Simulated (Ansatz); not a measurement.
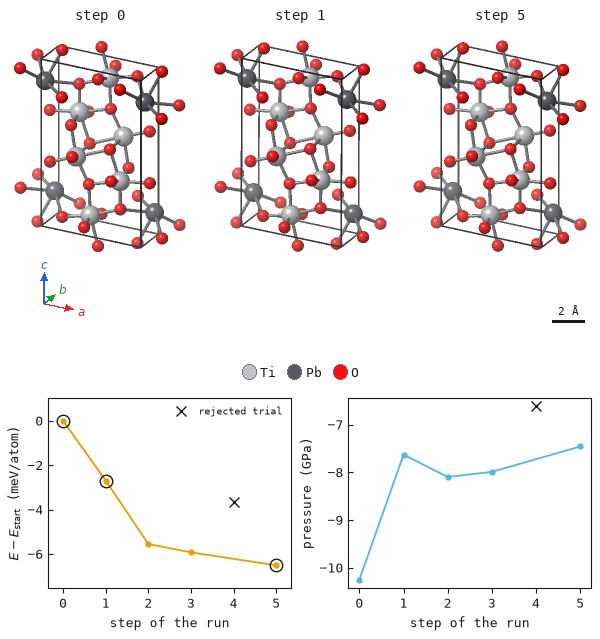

Frames of a relaxation of a crystal of Ti$_{3}$PbO$_{7}$ (set up in P2_1/m), marked on the history of the run. The picture is a ball-and-stick view of the cell of the calculation, seen slightly off an axis.

Case: volume × 1.06, shape and atoms relaxed.

Method: Ansatz, DFT r2SCAN, scalar-relativistic, plane waves, PAW.

Input file:
```yaml
crystal:
  lattice:
    - [6.7370616548, 0.0, -0.0032469668]
    - [0.0, 3.8800906783, 0.0]
    - [-1.5591134464, 0.0, 10.8556040159]
  atoms:
    - { symbol: Ti, position: [0.5515723496, 0.75, 0.898582905] }
    - { symbol: Ti, position: [0.4484276504, 0.25, 0.101417095] }
    - { symbol: Ti, position: [0.6943153443, 0.75, 0.5652551995] }
    - { symbol: Ti, position: [0.3056846557, 0.25, 0.4347448005] }
    - { symbol: Ti, position: [0.2538455445, 0.75, 0.6553430627] }
    - { symbol: Ti, position: [0.7461544555, 0.25, 0.3446569373] }
    - { symbol: Pb, position: [0.0044465716, 0.75, 0.1502470732] }
    - { symbol: Pb, position: [0.9955534284, 0.25, 0.8497529268] }
    - { symbol: O, position: [0.473886419, 0.75, 0.0731754521] }
    - { symbol: O, position: [0.526113581, 0.25, 0.9268245479] }
    - { symbol: O, position: [0.744329987, 0.75, 0.3829800275] }
    - { symbol: O, position: [0.255670013, 0.25, 0.6170199725] }
    - { symbol: O, position: [0.3555032131, 0.75, 0.4787452777] }
    - { symbol: O, position: [0.6444967869, 0.25, 0.5212547223] }
    - { symbol: O, position: [0.8323501713, 0.75, 0.9443107856] }
    - { symbol: O, position: [0.1676498287, 0.25, 0.0556892144] }
    - { symbol: O, position: [0.9553023206, 0.75, 0.6290609411] }
    - { symbol: O, position: [0.0446976794, 0.25, 0.3709390589] }
    - { symbol: O, position: [0.5660275438, 0.75, 0.7143297344] }
    - { symbol: O, position: [0.4339724562, 0.25, 0.2856702656] }
    - { symbol: O, position: [0.2505427961, 0.75, 0.8237742543] }
    - { symbol: O, position: [0.7494572039, 0.25, 0.1762257457] }
basis:
  ecutwfc: 500
kpoints:
  mp_grid: { grid: [4, 8, 4] }
hamiltonian:
  xc: r2scan
scf:
  occupations: { method: gaussian, width: 0.02 }
output:
  forces: true
  stress: true
  eigenvalues: true
relax:
  adjacent_minimum: "off"
  f_tol: 0.01
  max_steps: 30
  cell: { stress_tol: 0.1, fix: [volume] }
```

Command:
```bash
ansatz run input.yaml --threads 4 --pin off --max-ram 10240MiB --backend cpu --events-out ev --progress --plain --runs-dir out
```

### What happens along the run?

The run was cut off at its time limit before the relaxation converged, so the last structure is only a point on the way. The energy falls by 6.5 meV per atom in 4 accepted moves (5 points after the start). Largest force component: 0.72 eV/Å at the start, 0.066 eV/Å at the end. The pressure goes from −10.25 to −7.46 GPa. The line search rejected the trial step at point 4 of the run. The largest moves relative to the cell, 0.12 Å, are those of Pb7 and Pb8. Pb7 goes along [−3 0 −1]. By element the largest moves are Pb 0.12 Å, O 0.09 Å, Ti 0.05 Å. The drawn cell changes at constant volume: a 6.737 → 6.765 Å (+0.4 %), b 3.880 → 3.838 Å (−1.1 %), c 10.967 → 11.042 Å (+0.7 %). Some distances before and after: Ti3–O13 2.344 → 2.420 Å, Ti5–O13 2.144 → 2.092 Å, Ti5–O17 1.991 → 2.025 Å, Ti1–O19 2.037 → 2.068 Å. Among the angles between lasting bonds that change: O15–Pb8–O21 160.0° → 166.3°, Ti1–O15–Pb8 111.7° → 116.1°, O16–Pb8–O21 82.3° → 86.2°. The space group stays P2_1/m (No. 11). From step 0 to 1: Pb atoms move most (0.15 Å), energy −2.7 meV per atom. From step 1 to 5: Pb atoms move most (0.09 Å), energy −3.8 meV per atom.
